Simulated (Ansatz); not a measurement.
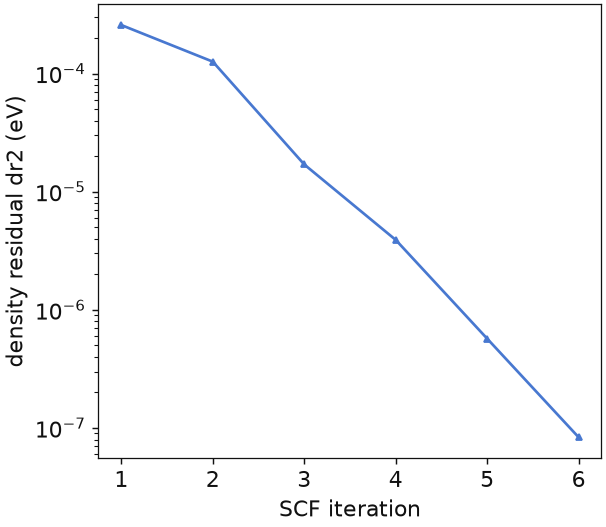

The plot shows the SCF iterations of a calculation: density residual dr2. The starting density is a sum of atomic densities corrected by a trained network, so the first residual is already small.

ZnS (4 atoms in the cell), run with Ansatz.

```
crystal:
  lattice:
    - [3.8440669373, 0.0, 0.0]
    - [-1.9220334686, 3.3290596216, 0.0]
    - [0.0, 0.0, 6.3046430618]
  atoms:
    - { symbol: Zn, position: [0.3333333333, 0.6666666667, 0.0002666736] }
    - { symbol: Zn, position: [0.6666666667, 0.3333333333, 0.5002666736] }
    - { symbol: S, position: [0.3333333333, 0.6666666667, 0.3747333264] }
    - { symbol: S, position: [0.6666666667, 0.3333333333, 0.8747333264] }
basis:
  ecutwfc: 420
kpoints:
  mp_grid: { grid: [12, 11, 7] }
hamiltonian:
  xc: pbe
scf:
  occupations: { method: gaussian, width: 0.02 }
  max_iter: 50
output:
  forces: true
  eigenvalues: true
  stress: true
```

Command:
```bash
ansatz run input.yaml --threads 4 --pin off --max-ram 10240MiB --backend cpu --events-out ev --progress --plain --runs-dir out
```

How did this run end?

Answer. The run converged; it took 6 iterations. The residual falls at every step.

Is anything amiss with this input?

Answer. The input holds an odd setting (a mesh that breaks the symmetry). The SCF closed; whether the result suffers can't be told from this run alone.
